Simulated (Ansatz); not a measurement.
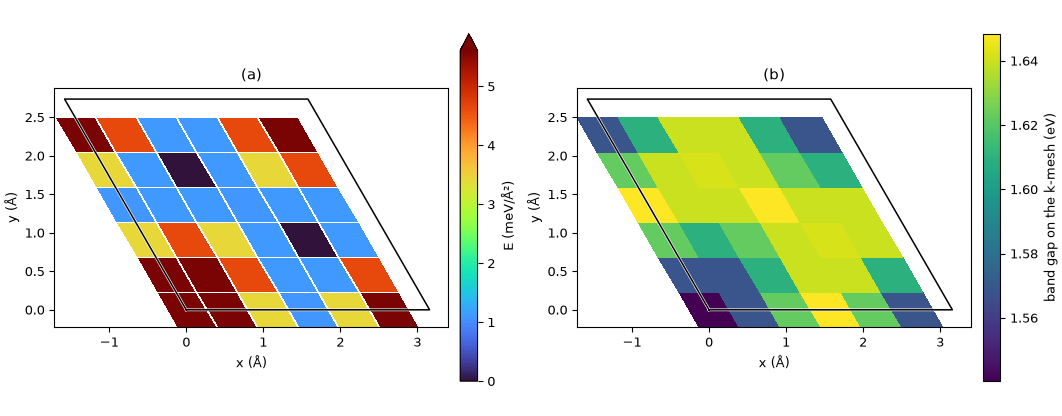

A bilayer of two WS₂ sheets (1H type) (6 atoms in the cell). 
- The upper layer of a bilayer is slid over the lower one; relaxed at each slide: nothing; the origin of the map has S4 above S3; the distance between the facing planes is held at 3.24 Å.
- Places are given modulo a cell vector. The map is drawn in real space over the plane of the slide.
- The scan uses a 6 × 6 grid; 7 points were computed and 29 follow by symmetry.
- All energies are given in meV/Å² relative to the lowest grid point.
- At a held distance the lowest stacking need not be the one that binds best once the distance relaxes.
- Computed with Ansatz 0.2.0, DFT PBE+D3(BJ), scalar-relativistic, plane waves, PAW. Settings: cutoff 420 eV, k-mesh 9×9×1, gaussian smearing 0.05 eV, no spin polarisation.

Panel (a) is the energy and panel (b) the computed band gap on the k-mesh on the same grid.

The picture shows one coloured cell a grid point, the outline of one cell of the plane, one colour for all values above the top of the scale.

Q: How does the band gap on the k-mesh vary over the map, and what is it at the lowest grid point?

A: It runs from 1.54 eV at (0/6, 0/6) of the cell vectors to 1.65 eV at (0/6, 3/6) of the cell vectors. At the lowest grid point, (2/6, 4/6) of the cell vectors, it is 1.64 eV.

PAW datasets: the set soft_1.
